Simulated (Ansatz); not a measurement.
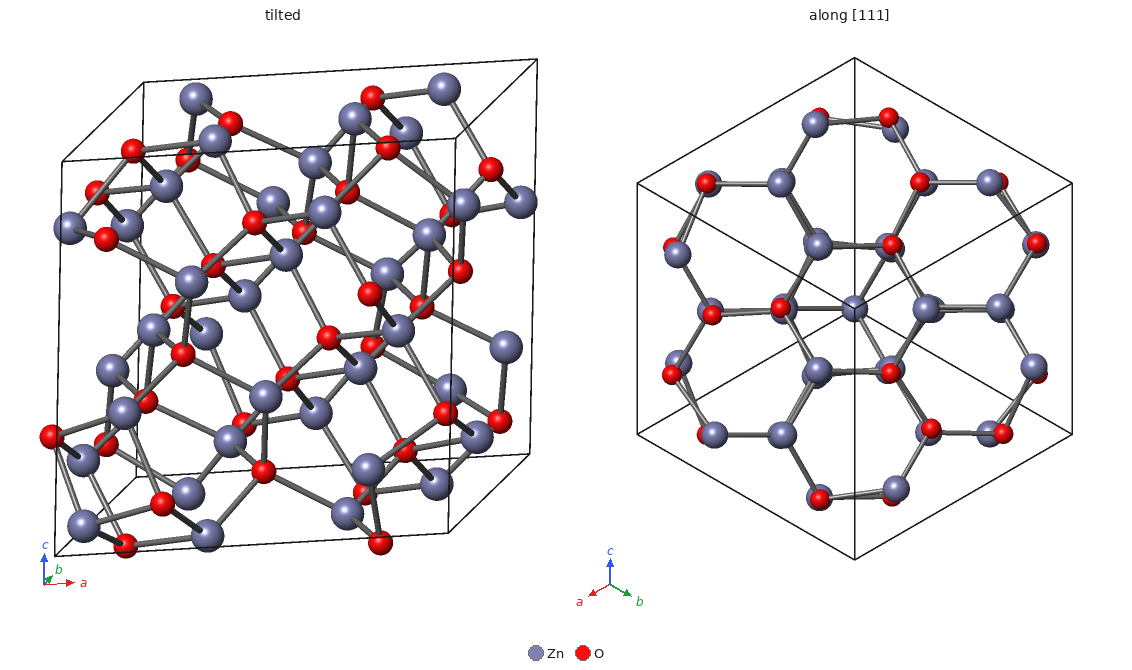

Shown here is a ball-and-stick view of the crystal, taken slightly off an axis and along [111]. Atoms at the boundary of the simulation cell (the box) are drawn once for each face, edge or corner they touch.

- Chemical formula Zn25O24.
- The atoms follow space group R3 (No. 146); the Bravais lattice is rhombohedral (trigonal R).
- With Z = 1, the cell contains 25 Zn, 24 O.
- Numbers of contacts at bonding distance: Zn 4 to 6 (mean 4.1) and O 4 to 5 (mean 4.2). Not all metal-metal contacts are counted.

The structure was taken from a structure listed in the Materials Project, repeated into a supercell with a point defect put in. The atoms were relaxed in a fixed cell with Ansatz, DFT PBE, scalar-relativistic, plane waves, PAW.
